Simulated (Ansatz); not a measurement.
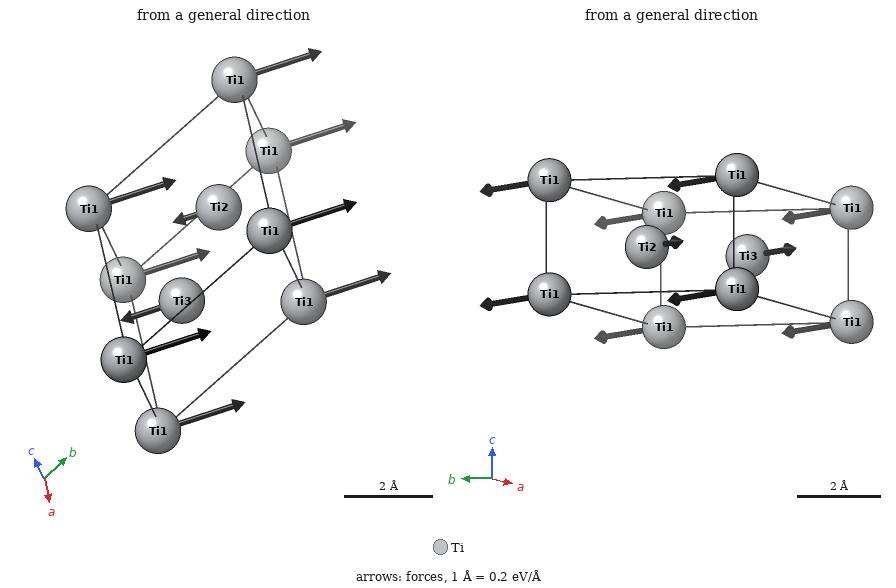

Spheres-only representation of a periodic structure, projected from two general directions. The simulation cell is outlined; an atom on or near a face, edge or corner is repeated at each equivalent position. The arrows are the computed forces on the atoms.

System: Ti. Calculation details: DFT r2SCAN, scalar-relativistic, plane waves, PAW (Ansatz); an energy cutoff of 500 eV, k-grid 12×12×16, Gaussian smearing of 0.15 eV, no spin polarisation.

**Is the structure at rest?**

No. The atoms still feel forces of up to about 0.33 eV/Å, far above a usual threshold of 0.01 to 0.03 eV/Å.

**Where does the largest force act?**

Ti1, about 0.33 eV/Å.

The cell started as a structure listed in the Materials Project. The cell was then strained or its atoms displaced on purpose. Ansatz was used for an electronic-structure calculation on it.
